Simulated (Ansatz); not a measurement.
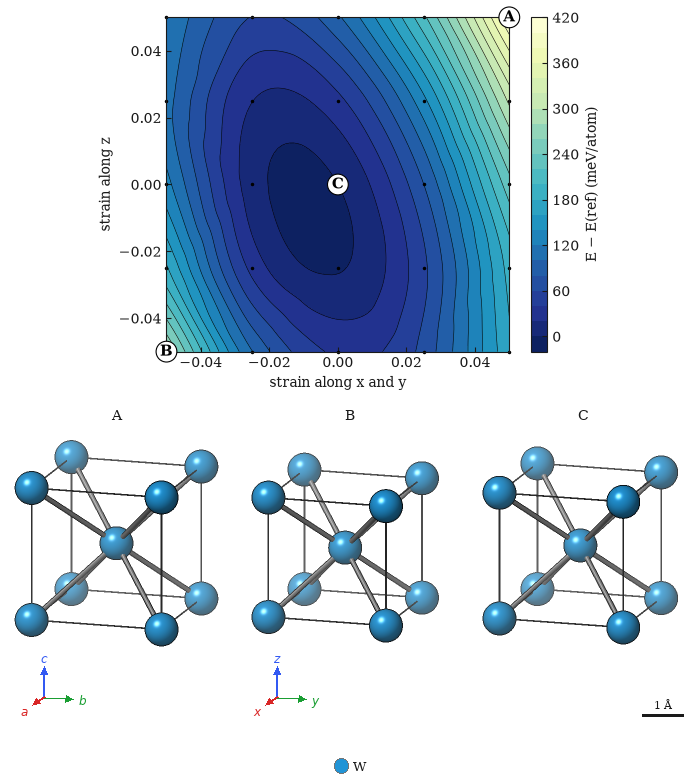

Crystalline W (Im-3m): the cell is strained equally along x and y and separately along z, with the atoms kept at their fractional coordinates. x, y and z are the Cartesian axes of the input. The map is interpolated between the computed points (dots). The lettered frames are marked on it. The picture is a ball-and-stick view of the conventional cell (2 times the calculation's cell), seen slightly off an axis. Lengths and directions refer to the drawn axes.

Theory: DFT r2SCAN, scalar-relativistic, plane waves, PAW in Ansatz 0.2.0. Set-up: plane-wave cutoff 500 eV; k-point mesh 20 × 20 × 20; occupations gaussian; smearing width 0.15 eV; no spin polarisation. Energies (free energies at the smearing named) are counted from the cell as listed in its source, which wasn't relaxed.

Q: Where is the lowest point of the map, and what else does it tell?

A: In pairs of (strain along x and y; strain along z): the lowest computed point lies at (0.000, −0.025) (−1 meV/atom), the highest at (0.050, 0.050) (400 meV/atom). The valley is tilted: raising the in-plane strain is made harder by raising the strain along z (cross term 0.43 of the geometric mean of the two curvatures). Over the ranges scanned the energy rises more along the first axis, the in-plane strain. The pressure runs from −38.2 GPa at (0.050, 0.050) to 53.9 GPa at (−0.050, −0.050). The frames lie at A (0.050, 0.050): 400 meV/atom, B (−0.050, −0.050): 282 meV/atom, C (0.000, 0.000): 0 meV/atom.
